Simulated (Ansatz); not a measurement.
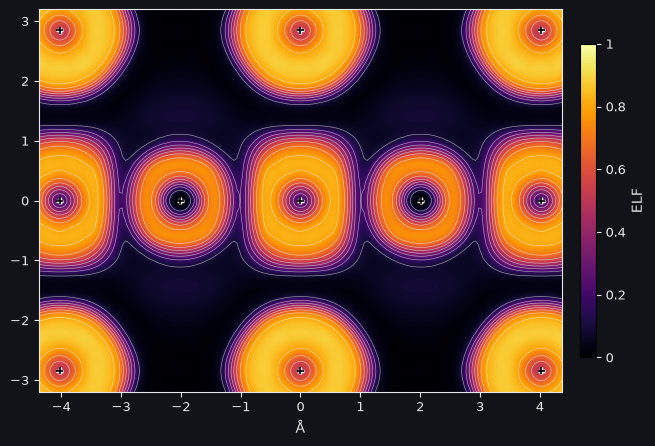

The electron localisation function on a plane through atoms (crosses mark nuclei in the plane).

Computed with DFT PBE, scalar-relativistic, plane waves, PAW (Ansatz).

Candidates:
A. KTaO3, a = 4.02 Å, b = 4.02 Å, c = 4.02 Å, α = 90.00°, β = 90.00°, γ = 90.00°. Space group Pm-3m.
B. TaAs, a = 12.11 Å, b = 3.46 Å, c = 3.46 Å, α = 90.00°, β = 104.31°, γ = 90.00°. Space group Cm; a structure from a database of computed crystals, not necessarily the ambient phase.
C. SnO, a = 3.67 Å, b = 4.10 Å, c = 5.10 Å, α = 90.00°, β = 90.00°, γ = 90.00°. Space group Pmmn; a structure from a database of computed crystals, not necessarily the ambient phase; changed on purpose from its base cell (uniaxial strain along a, b, c and atoms relaxed: +6.0 %).

### Which candidate gave the map?

Candidate A: KTaO3 on the (110) plane of the conventional cell, which holds K, Ta and O. Ta–O (2.01 Å): the ELF peaks at about 0.80 in the valence shell of O, 0.6 Å from its nucleus, and drops to about 0.20 between the two atoms; no localised pair shows between them. K–O (2.85 Å): the ELF is about 0.05 at the midpoint; an ionic contact with no shared pair.
